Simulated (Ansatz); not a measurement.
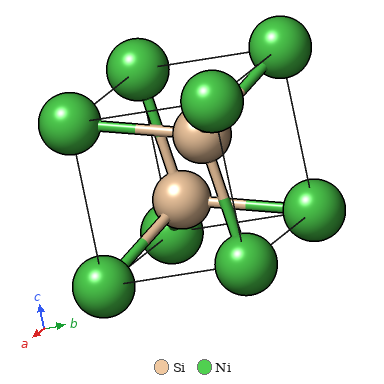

System: Si₂Ni, space group Fm-3m (No. 225). The picture shows the cell.

The given structure:
```xyz
3
Lattice="0.0000 2.7234 2.7234 2.7234 0.0000 2.7234 2.7234 2.7234 0.0000" Properties=species:S:1:pos:R:3 pbc="T T T"
Si    1.3617    1.3617    1.3617
Si    4.0851    4.0851    4.0851
Ni    0.0000    0.0000    0.0000
```

Method: homogeneous strain of a crystal along one Voigt pattern with engineering shear, fractional coordinates fixed, by plane-wave density functional theory with PAW datasets, free energies less that of the undisturbed cell; scalar-relativistic (Ansatz 0.2.0). Level: PBE, no spin polarisation.

| setting | value |
| --- | --- |
| wave cutoff | 420 eV |
| k mesh | 16×16×16 |
| occupations | Gaussian |
| smearing width | 0.15 eV |
| k shift | (0, 0, 0) (mesh steps) |
| start | relaxed |
| strain pattern | (0, 0, 0, 1, 0, 0) (xx yy zz yz xz xy with engineering shear) |

The points at strain −0.1125, −0.0375, 0.075 and 0.15 follow from computed ones by symmetry.

Predict the energy change and tensile stress summed over the strain pattern against strain. The strain takes the values −0.1500, −0.1125, −0.0750, −0.0375, 0.0000, 0.0187, 0.0375, 0.0562, 0.0750, 0.0937, 0.1125, 0.1312, 0.1500.

The energy rises on both sides of the starting structure, which is therefore a minimum along this path. The energy change is 103 meV/atom at strain −0.1500 and 103 meV/atom at 0.1500; the lowest computed point is at strain 0.0000 (0 meV/atom). The tensile stress summed over the strain pattern rises from −15.9 GPa at strain −0.1500 to 15.9 GPa at 0.1500, and changes sign near 0.000. The slope of stress against strain at the start, which at zero pressure is the clamped-ion constant C44, is 110 GPa.

```
 strain  energy change (meV/atom)  tensile stress summed over the strain pattern (GPa)
-0.1500                       103                                                -15.9
-0.1125                        58                                                -12.1
-0.0750                        26                                                 -8.2
-0.0375                         6                                                 -4.1
 0.0000                         0                                                  0.0
 0.0187                         2                                                  2.1
 0.0375                         6                                                  4.1
 0.0562                        15                                                  6.2
 0.0750                        26                                                  8.2
 0.0937                        41                                                 10.2
 0.1125                        58                                                 12.1
 0.1312                        79                                                 14.0
 0.1500                       103                                                 15.9
```

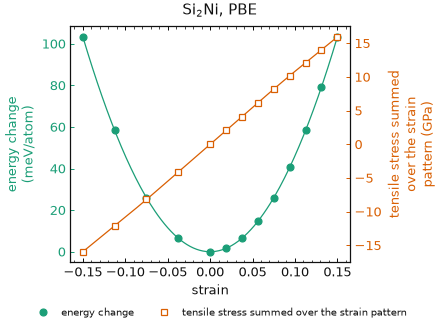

Limits of the calculation: no spin polarisation, a magnetic state may lie lower.
